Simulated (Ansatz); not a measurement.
# Sn: 5 runs along one coordinate

System: Sn (2 atoms in the cell).
Method: Kohn-Sham DFT of a periodic cell, r2SCAN0, Ansatz PAW, no spin polarisation (Ansatz 0.2.0).

The 5 runs differ only in the geometry, by an even scaling of the cell at fixed fractional positions. The structure derives from an entry of the Crystallography Open Database.

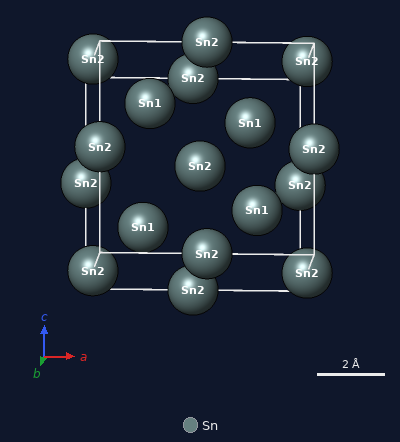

Figure 1. The structure of run 3 (spheres-only view of the cell 4 times as large as that of the calculation, set on its symmetry axes, seen at an oblique angle; atoms are numbered from 1 in the order of the input).

## Input of run 3
```yaml
crystal:
  lattice:
    - [0.0, 3.2116418589, 3.2116418589]
    - [3.2116418589, 0.0, 3.2116418589]
    - [3.2116418589, 3.2116418589, 0.0]
  atoms:
    - { symbol: Sn, position: [0.75, 0.75, 0.75] }
    - { symbol: Sn, position: [0.5, 0.5, 0.5] }
hamiltonian:
  xc: r2scan0
  pseudopotentials: { kind: paw }
kpoints:
  mp_grid: { grid: [4, 4, 4] }
scf:
  occupations: { method: fermi_dirac, width: 0.05 }
output:
  forces: true
  stress: true
  eigenvalues: true
```

Command:
```bash
ansatz run input.yaml --threads 2 --pin off --max-ram 5632MiB --backend cpu --events-out ev --progress --plain --runs-dir out
```

Lattice vectors (Å) and fractional positions of run 3:
```
   0.000000    3.211642    3.211642
   3.211642    0.000000    3.211642
   3.211642    3.211642    0.000000
Sn  0.750000  0.750000  0.750000
Sn  0.500000  0.500000  0.500000
```

Run 2 differs from it as follows:
```diff
-    - [0.0, 3.2116418589, 3.2116418589]
-    - [3.2116418589, 0.0, 3.2116418589]
-    - [3.2116418589, 3.2116418589, 0.0]
+    - [0.0, 3.1896436215, 3.1896436215]
+    - [3.1896436215, 0.0, 3.1896436215]
+    - [3.1896436215, 3.1896436215, 0.0]
```

## Results, with one run withheld

| run | volume per atom (Å³) | free energy per atom, from the lowest run given (meV) | pressure (GPa) | gap on the mesh (eV) |
| --- | --- | --- | --- | --- |
| 1 | 31.775 | 36.66 | 4.82 | 1.36 |
| 2 | 32.451 | ? | ? | ? |
| 3 | 33.127 | 7.98 | 2.08 | 0.99 |
| 4 | 33.803 | 1.69 | 0.92 | 0.82 |
| 5 | 34.479 | 0.00 | −0.10 | 0.65 |

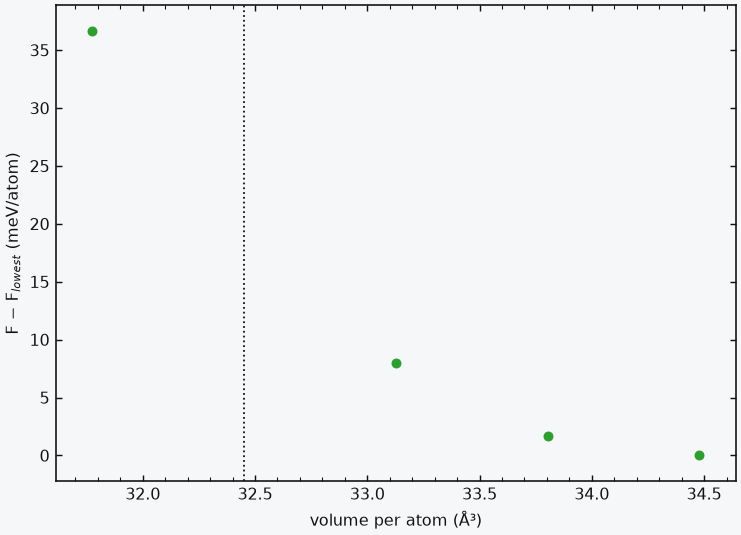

Figure 2. Free energy per atom of the runs given; the dotted line marks run 2.

Estimate the energy of run 2 from the others.

A quadratic polynomial in V^(−2/3) (the Birch–Murnaghan form), fitted to the 4 runs given, misses them by at most 0.02 meV per atom. With x = V^(−2/3) − 0.09667 Å⁻², it reads F = 6.2362 + 5908.5 x + 1.3942e+06 x² (meV per atom). At run 2 it gives 19.48 meV per atom, and the run itself gives 19.44. The slope of the fit gives a pressure −dF/dV of 3.37 GPa there, and the run prints 3.37 GPa. The fit has its minimum at 34.395 Å³ per atom, where V d²F/dV² gives 51.6 GPa: the bulk modulus at this level, since symmetry fixes the shape and the positions. The gap on the mesh goes, without turning, from 1.36 eV in run 1 to 0.65 eV in run 5; run 2 has 1.17 eV. These are gaps of this functional on this mesh, which can miss the band edges; they aren't the measured gap.

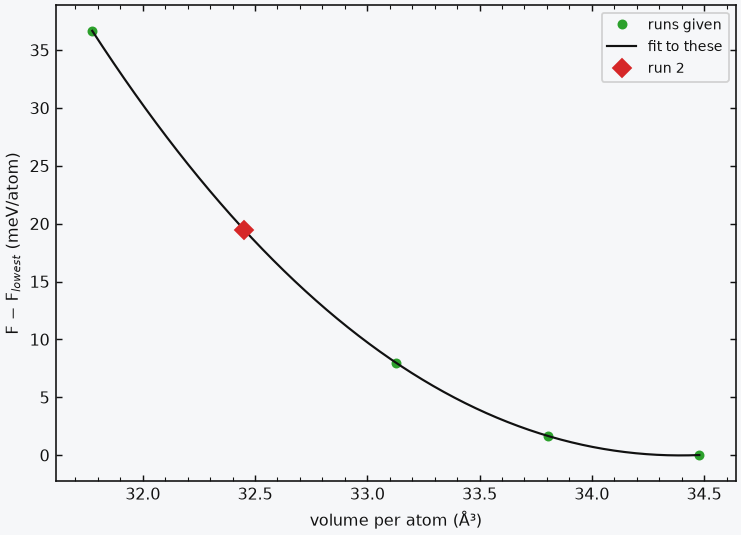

Figure 3. The fit and the withheld run.

## Output, shortened to warnings, some set-up lines, iterations and results (run 2)
```
Warning: output.stress: scf.convergence.dr2_threshold = 1e-7 eV (the SCF's general default) is looser than the 2e-10 eV advised for a printed stress (1e-10 eV for each atom of the cell: 2). What an SCF threshold leaves in a stress goes as its square root, and in the free energy as the threshold itself, and one threshold admits the most on a small cell: of the crystals measured, under no hybrid …
Warning: output.stress: scf.exx.energy_threshold = 1e-6 eV is looser than the 2e-8 eV advised for a stress under a hybrid functional (1e-8 eV for each atom of the cell: 2). Every SCF of the exchange loop can meet its threshold on dr2 while the loop round them stops early: no threshold on dr2 bounds what that leaves in the stress. Set scf.exx.energy_threshold to 2e-8 eV or tighter. The threshold …
Basis set: ecut = 500 eV, 1639 PW (Γ), exchange–correlation on 144×144×144 points (64 copies of the dense FFT grid, shifted against one another)
Symmetry: 48 space group operations
k-points: 8 of 64
Initial density: superposition of atomic densities (neutral atoms: chi_scale 0, normalization atom), corrected by the library's trained network
[...]
SCF iter   1: F=—  HF=-12076.981436 eV  |F-HF|=—  |Δ(HF+E_count)|=         —  Δρ=5.28e-3  dr2=8.52e-3  dr2_τ=7.18e-3  ethr=1.77e-3  ⟨swp⟩=7.0  Hψ=644  notcnv=0
SCF iter   2: F=—  HF=-12076.996867 eV  |F-HF|=—  |Δ(HF+E_count)|=   1.54e-2  Δρ=2.32e-3  dr2=1.48e-3  dr2_τ=2.38e-5  ethr=3.04e-5  ⟨swp⟩=4.9  Hψ=421  notcnv=0
SCF iter   3: F=—  HF=-12076.997405 eV  |F-HF|=—  |Δ(HF+E_count)|=   5.38e-4  Δρ=5.89e-4  dr2=9.96e-5  dr2_τ=8.74e-6  ethr=4.07e-7  ⟨swp⟩=4.0  Hψ=660  notcnv=0
SCF iter   4: F=—  HF=-12076.997386 eV  |F-HF|=—  |Δ(HF+E_count)|=   1.87e-5  Δρ=3.63e-5  dr2=6.12e-7  dr2_τ=3.14e-8  ethr=3.56e-7  ⟨swp⟩=3.1  Hψ=350  notcnv=0
SCF iter   5: F=—  HF=-12076.997387 eV  |F-HF|=—  |Δ(HF+E_count)|=   7.10e-7  Δρ=1.84e-5  dr2=9.81e-8  dr2_τ=4.08e-9  ethr=2.19e-9  ⟨swp⟩=4.9  Hψ=453  notcnv=0
[... 10 lines ...]
SCF iter   1: F=—  HF=-12076.875264 eV  |F-HF|=—  |Δ(HF+E_count)|=         —  Δρ=1.95e-5  dr2=1.84e-6  dr2_τ=6.43e-9  ethr=5.77e-7  ⟨swp⟩=4.0  Hψ=342  notcnv=0
SCF iter   2: F=—  HF=-12076.875264 eV  |F-HF|=—  |Δ(HF+E_count)|=   6.52e-7  Δρ=1.11e-5  dr2=1.72e-6  dr2_τ=1.30e-9  ethr=7.33e-10  ⟨swp⟩=4.6  Hψ=498  notcnv=0
SCF iter   3: F=—  HF=-12076.875294 eV  |F-HF|=—  |Δ(HF+E_count)|=   3.00e-5  Δρ=4.44e-6  dr2=1.21e-8  dr2_τ=9.89e-10  ethr=2.66e-10  ⟨swp⟩=4.0  Hψ=466  notcnv=0
SCF iter   4: F=-12076.875294 eV  HF=-12076.875294 eV  |F-HF|=1.42e-10  |Δ(HF+E_count)|=   3.82e-9  Δρ=1.37e-6  dr2=8.71e-9  dr2_τ=2.15e-11  ethr=1.36e-11  ⟨swp⟩=3.0  Hψ=341  …
SCF 3 converged in 4 iterations: F = -12076.875294 eV  dr2 = 8.71e-9
  Residual-converged pass: ⟨swp⟩=3.0  Hψ=290  notcnv=0  max |occ|·‖R‖ = 2.4e-6 eV (tolerance 2.4e-6 eV)  dr2=8.71e-9  dr2_τ=2.04e-11  dr2_onsite=1.49e-10  max |Δocc| = 2.7e-15
hybrid outer 2: dexx = +3.260e-7 eV, tail = 2.49e-8 eV, Δε = 1.35e-3 eV (about 6.94e-5 eV left of the loop's levels)
hybrid SCF converged: 2 outer / 10 inner (+7 warm-up), last move |dexx| = 3.26e-7 eV, tail = 2.49e-8 eV
Stability not checked: this state was not tested for a lower state beside it, because the functional holds exact exchange (a hybrid, or Hartree-Fock), whose exchange loop this test does not read (fock_operator; see scf.lower_state_search)
Free energy (F): -12076.875294 eV
Frozen-core exchange: fock
Harris-Foulkes:  -12076.875294 eV  (|F-HF|=1.42e-10)
Internal energy: -12076.875294 eV  (E = F + TS)
E sigma→0 (E₀):  -12076.875294 eV
Entropy (-TS):   -0.000001 eV (-0.000 meV/atom)
Fermi energy:    8.524471 eV
--- Per-component energies (eV) ---
  E_band       = -309.108798
  E_kinetic    = 375.918892
  E_local      = -2237.138165  (includes V_loc(G=0)·N_el)
  E_nonlocal   = -66.176379
  E_hartree    = 1305.507149
  E_xc         = -573.443609
  E_vxc        = -159.359113  (∫ρ·V_xc dr)
  E_exx        = -84.524274  (= α·E_x^exact, valence–valence)
  E_paw        = -8415.324666  (= ΣΔE_a)
  E_vpaw       = -673.555693  (= ΣTr[D̂ρ^β])
  E_aug_tail   = -0.000001  (compensation charges beyond the density's cutoff)
  E_vtau       = 9.235296  (kinetic-family band-sum trace: ∫τ·v_τ [+ j·A + Jᵃ·Aᵃ] dr)
  E_ewald      = -2383.232470
  E_core_change = 1.538230  (= ΣΔE_core)
  E_smearing   = -0.000001  (= −TS)
  E_closure    = -0.000001  (closes the sum)
  Σ components = -12076.875294   (vs F -12076.875294, Δ=0.00e0)
--- Forces (eV/Å), atoms counted from 1 ---
  atom   1  Sn    -0.00000000     0.00000000     0.00000000
  atom   2  Sn    -0.00000000    -0.00000000    -0.00000000
  max |Σ_I F_I| component: 4.63e-17 eV/Å
--- Stress (GPa, compression-positive) ---
        3.372379      -0.000000       0.000000
        0.000000       3.372379       0.000000
        0.000000       0.000000       3.372379
  P = ⅓ Tr σ = 3.3724 GPa (33.724 kbar)
```

Warnings of the run: the exchange loop's threshold is looser than advised for the stress; the SCF threshold is looser than advised for the printed stress.
